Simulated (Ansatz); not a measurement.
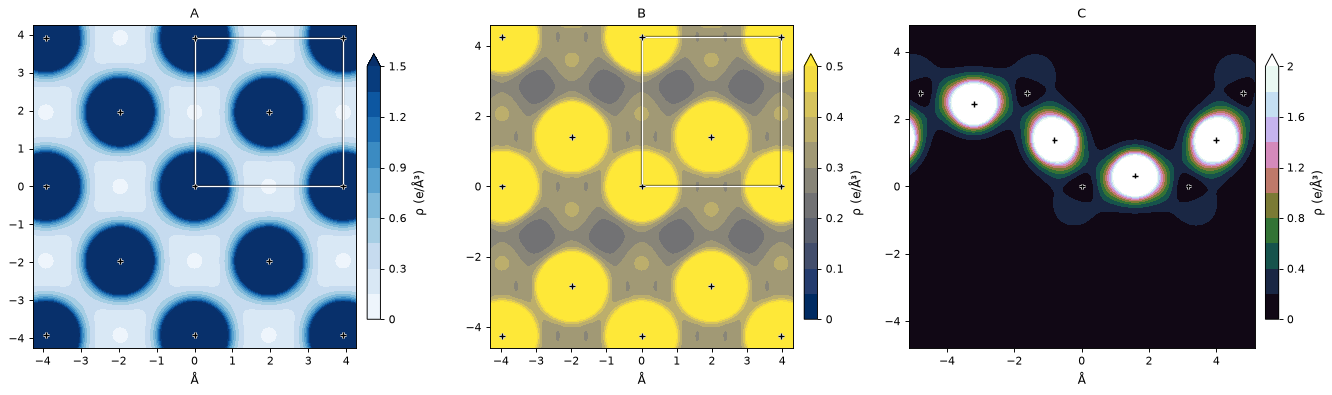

The valence electron density of 3 systems, each on a plane through atoms (crosses mark nuclei in the plane).

Method: Ansatz 0.2.0, DFT PBEsol, scalar-relativistic, plane waves, PAW.

System 1: Pt, the (010) plane of the conventional cell. Space group Fm-3m.

```xyz
4
Lattice="3.9181 0.0000 0.0000 0.0000 3.9181 0.0000 0.0000 0.0000 3.9181" Properties=species:S:1:pos:R:3 pbc="T T T"
Pt    0.0000    0.0000    0.0000
Pt    1.9590    1.9590    0.0000
Pt    1.9590    0.0000    1.9590
Pt    0.0000    1.9590    1.9590
```

System 2: Co, the (110) plane of the conventional cell. Space group P6₃/mmc; spin-polarised.

```
CELL_PARAMETERS angstrom
2.45642 0.00000 0.00000
-1.22821 2.12732 0.00000
0.00000 0.00000 3.96941
ATOMIC_POSITIONS crystal
Co 0.33333 0.66667 0.25000
Co 0.66667 0.33333 0.75000
```

System 3: SiO2, the (100) plane of the conventional cell. Space group Imma; a structure from a database of computed crystals, not necessarily the ambient phase.

```
CELL_PARAMETERS angstrom
5.26382 0.00000 0.00000
0.00000 9.57726 0.00000
0.00000 0.00000 8.91852
ATOMIC_POSITIONS crystal
Si 0.00000 0.08448 0.84466
Si 0.50000 0.58448 0.34466
Si 0.00000 0.58448 0.15534
Si 0.50000 0.08448 0.65534
Si 0.00000 0.91552 0.15534
Si 0.50000 0.41552 0.65534
Si 0.00000 0.41552 0.84466
Si 0.50000 0.91552 0.34466
O 0.00000 0.25000 0.88099
O 0.50000 0.75000 0.38099
O 0.00000 0.75000 0.11901
O 0.50000 0.25000 0.61901
O 0.25000 0.54176 0.25000
O 0.75000 0.04176 0.75000
O 0.25000 0.45824 0.75000
O 0.75000 0.95824 0.25000
O 0.25000 0.95824 0.25000
O 0.75000 0.45824 0.75000
O 0.25000 0.04176 0.75000
O 0.75000 0.54176 0.25000
O 0.00000 0.00000 0.00000
O 0.50000 0.50000 0.50000
O 0.00000 0.50000 0.00000
O 0.50000 0.00000 0.50000
```

### Match each panel to its system.

Panel A is system 1, Pt: the plane holds Pt. Pt–Pt (2.77 Å): the density is about 0.38 e/Å³ at the midpoint. Panel B is system 2, Co: the plane holds Co. Co–Co (2.44 Å): ρ at the midpoint is about 0.37 e/Å³. Panel C is system 3, SiO2: the plane holds Si and O. Si–O (1.62 Å): ρ is about 1.2 e/Å³ halfway.
